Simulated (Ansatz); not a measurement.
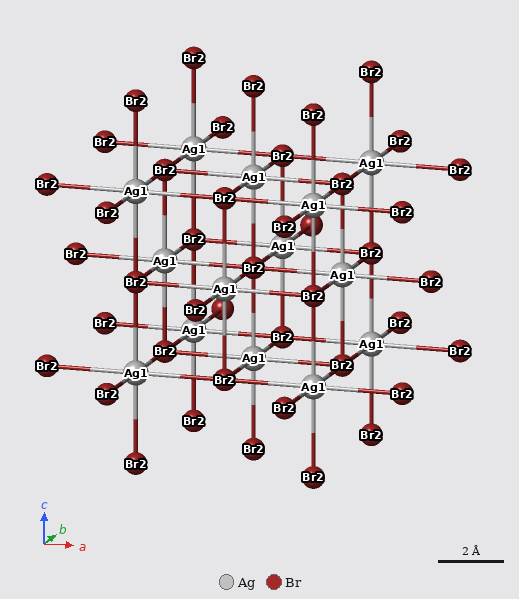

This is a crystal of AgBr (built on the rocksalt type) at its r2SCAN-relaxed geometry. Style: ball-and-stick. Shown: the conventional cell (4 times the calculation's cell), slightly off an axis. Lengths and directions refer to the drawn axes.

Theory: DFT, HSE06, plane waves, PAW (Ansatz). Settings: plane-wave cutoff 420 eV; k-point mesh 6 × 6 × 6; occupations fixed; no spin polarisation.

Now this is done to it. All lengths are scaled by +5.0 % (volume +15.8 %). The atoms were relaxed with r2SCAN under that strain, and this is a single point on that geometry.

Input file:
```yaml
crystal:
  lattice:
    - [0.0, 3.0373700237, 3.0373700237]
    - [3.0373700237, 0.0, 3.0373700237]
    - [3.0373700237, 3.0373700237, 0.0]
  atoms:
    - { symbol: Ag, position: [0.0, 0.0, 0.0] }
    - { symbol: Br, position: [0.5, 0.5, 0.5] }
kpoints:
  mp_grid: { grid: [6, 6, 6] }
  band_path:
    path:
      - [0.0, 0.0, 0.0]
      - [0.5, 0.0, 0.5]
      - [0.625, 0.25, 0.625]
      - [0.375, 0.375, 0.75]
      - [0.5, 0.5, 0.5]
      - [0.5, 0.25, 0.75]
      - [0.0, 0.0, 0.5]
    npoints: 1
hamiltonian:
  xc: hse06
scf:
  occupations: { method: fixed }
  n_extra_bands: 4
output:
  forces: true
  stress: true
  eigenvalues: true
```

Run as
```bash
ansatz run input.yaml --threads 2 --pin off --max-ram 2211MiB --backend cpu --events-out ev --progress --plain --runs-dir out
```

Q: What does the calculation give for the changed structure?

A: It costs 37.8 meV per atom. The pressure goes from 0.9 to −3.4 GPa. All forces vanish by symmetry. The band gap: 2.03 eV before, 2.11 eV after. Near-neighbour distances before and after: Ag–Br 2.893 → 3.037 Å. The space group stays Fm-3m (No. 225).

The changed structure in the same view:

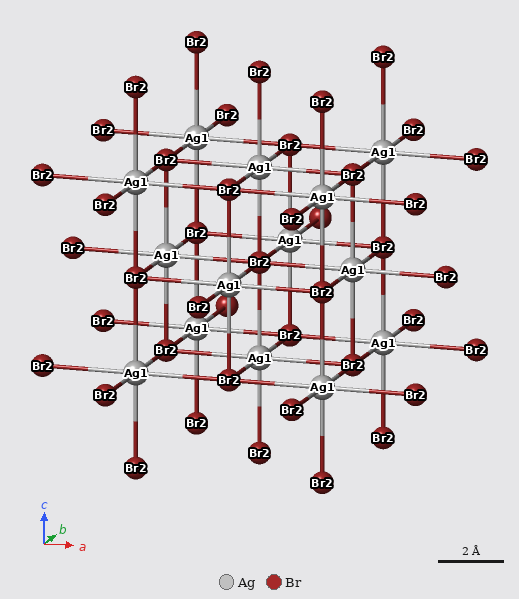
